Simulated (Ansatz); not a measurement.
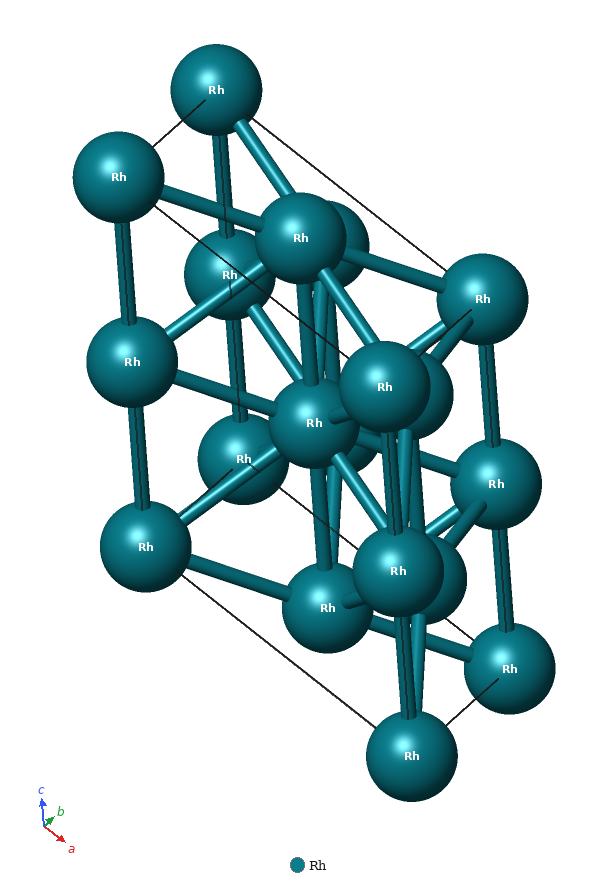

Structure drawing (ball-and-stick), viewed slightly off an axis. One unit cell is outlined, and atoms on its boundary appear in each equivalent place. Cell: a = 5.100 Å, b = 5.101 Å, c = 5.375 Å, α = 105.26°, β = 105.28°, γ = 116.42°.

- The element is rhodium.
- Within 0.01 Å the space group is P6_3/mmc (No. 194), primitive hexagonal: hexagonal close-packed (Mg type).
- The cell holds eight atoms.
- The Rh atoms are each bonded to twelve Rh in an anticuboctahedral arrangement at about 2.7 Å.
- The bonds build a three-dimensional framework.

The initial geometry was a structure listed in the Materials Project. This is the structure after a relaxation with DFT PBEsol, scalar-relativistic, plane waves, PAW in Ansatz.
